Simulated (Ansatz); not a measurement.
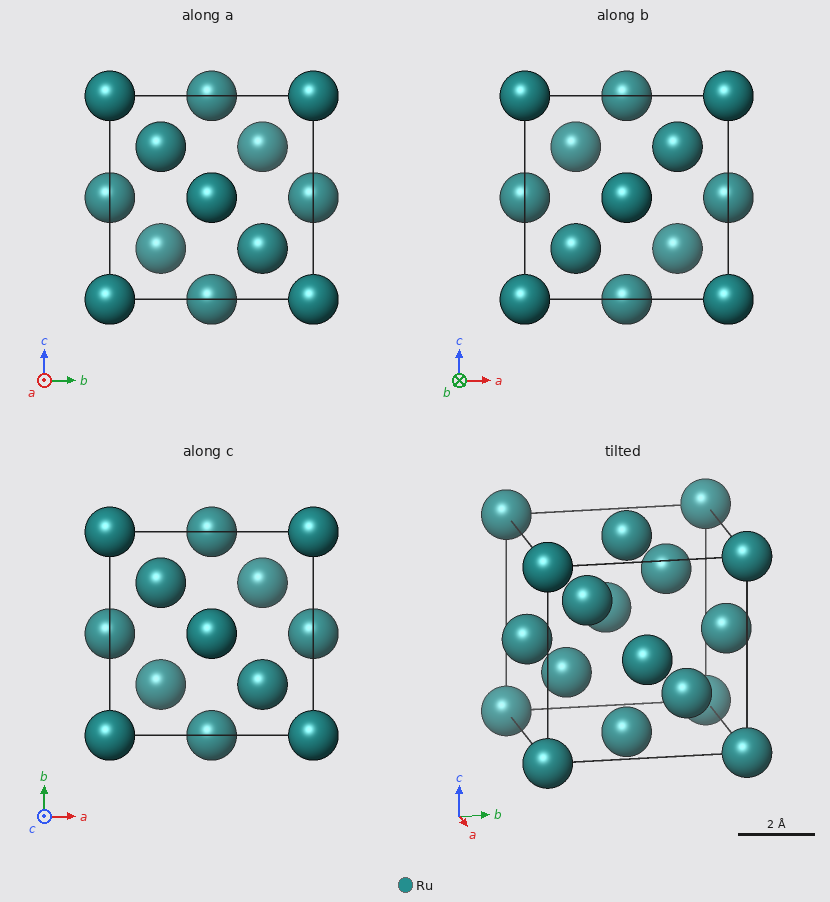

A spheres-only rendering, viewed along the a axis, along the b axis, along the c axis and slightly off an axis. One conventional unit cell is framed, with atoms on its boundary repeated.

Lattice parameters: a = 5.3820 Å, b = 5.3820 Å, c = 5.3820 Å, α = 90.000°, β = 90.000°, γ = 90.000°.

Q: Set out the cell and atoms as a CIF with its space group and independent sites.

A:
```cif
data_structure
_symmetry_space_group_name_H-M 'F d -3 m :1'
_symmetry_Int_Tables_number 227
_cell_length_a 5.3820
_cell_length_b 5.3820
_cell_length_c 5.3820
_cell_angle_alpha 90.000
_cell_angle_beta 90.000
_cell_angle_gamma 90.000
_cell_volume 155.89
loop_
_atom_site_label
_atom_site_type_symbol
_atom_site_symmetry_multiplicity
_atom_site_Wyckoff_symbol
_atom_site_fract_x
_atom_site_fract_y
_atom_site_fract_z
_atom_site_occupancy
Ru1 Ru 8 a 0.2500 0.7500 0.7500 1
```

The initial geometry was a structure type filled with this element by a generator (whether the element takes this form wasn't checked). Earlier steps of the study may have refined or changed the cell and positions. It went into a calculation with Ansatz.

At this level of theory the cell isn't at rest (compressed, at 7 GPa), so its distances can differ from those at equilibrium, the more so the softer the solid.
